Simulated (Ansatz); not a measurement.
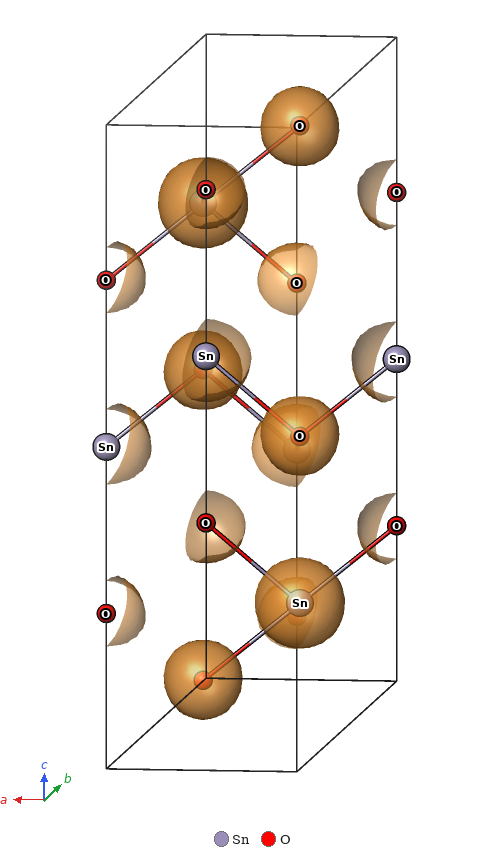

*SnO2. Isosurface of the valence electron density at 1.5 e/Å³ (orange), seen at an oblique angle. Sticks mark near contacts.*

Space group R-3m; a structure from a database of computed crystals, not necessarily the ambient phase.

Level of theory: DFT r2SCAN, scalar-relativistic, plane waves, PAW in Ansatz.

In a PAW calculation such maps are meaningful between the atoms, not at the nuclei.

Input file:

```
crystal:
  lattice:
    - [1.604820443, 0.9265435148, 4.3549526392]
    - [-1.604820443, 0.9265435148, 4.3549526392]
    - [0.0, -1.8530870296, 4.3549526392]
  atoms:
    - { symbol: Sn, position: [0.5, 0.5, 0.5] }
    - { symbol: O, position: [0.2412464621, 0.2412464621, 0.2412464621] }
    - { symbol: O, position: [0.7587535379, 0.7587535379, 0.7587535379] }
basis:
  ecutwfc: 500
kpoints:
  mp_grid: { grid: [12, 12, 12] }
hamiltonian:
  xc: r2scan
scf:
  occupations: { method: gaussian, width: 0.05 }
output:
  forces: true
  stress: true
  eigenvalues: true
  write_density: true
  write_potential: true
  elf: true
  volumetric_format: npy
```

Command:

```sh
ansatz run input.yaml --threads 2 --pin off --max-ram 5120MiB --backend cpu --events-out ev --progress --plain --runs-dir out
```

Below, planes, directions and counts refer to the conventional cell (a = 3.21 Å, b = 3.21 Å, c = 13.06 Å, α = 90.00°, β = 90.00°, γ = 120.00°).

How is the density connected at this value?

Answer. At this value the density breaks into separate islands; it holds about 60 % of the electrons treated as valence (semicore included). It bridges none of the near contacts. It is pinched off along the sampled Sn–O (2.09 Å) contacts. On the grid the lowest density along these lines, outside the cores, is 0.63 e/Å³ (Sn–O, 2.09 Å).
